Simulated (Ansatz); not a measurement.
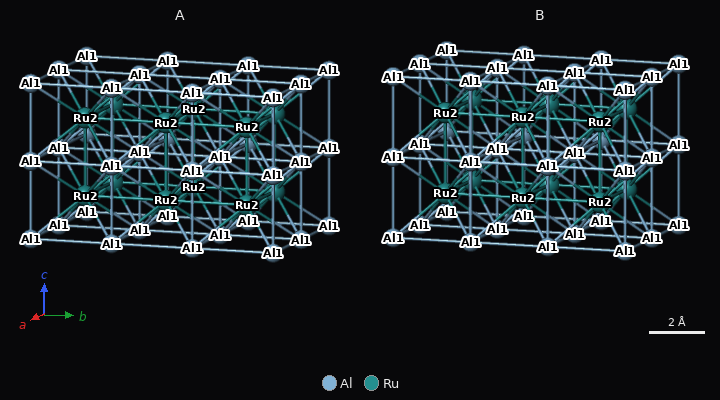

Two geometries of solid AlRu (set up in Pm-3m): one is the relaxed structure, the other was perturbed away from it. A ball-and-stick model of the cell of the calculation, repeated 2 × 3 × 2 with one cell outlined, seen slightly off an axis.

Computed with Ansatz 0.2.0, DFT r2SCAN, scalar-relativistic, plane waves, PAW. Set-up: plane-wave cutoff 500 eV; k-point mesh 18 × 18 × 18; occupations gaussian; smearing width 0.1 eV; no spin polarisation.

Question: Which one is perturbed?

Answer: Structure A is the perturbed one. Biaxial strain in the a–b plane, +4.5 %, is applied. The c axis and the atoms are relaxed. Cell: a = b 2.982 → 3.117 Å (+4.5 %), c 2.982 → 2.878 Å (−3.5 %). Volume +5.4 %. No atom moves by more than 0.005 Å relative to the cell. Some distances before and after: Al–Al 2.982 → 2.878 to 3.117 Å, Ru–Ru 2.982 → 2.878 to 3.117 Å, Al–Ru 2.583 → 2.632 Å. The space group (tolerance 0.01 Å) goes from Pm-3m (No. 221) to P4/mmm (No. 123). The energy rises by 56.5 meV per atom. The pressure goes from −0.1 to −9.6 GPa. The principal stresses (compression positive) are 0.0 GPa along c and −14.5 GPa across it. It is metallic before and after.
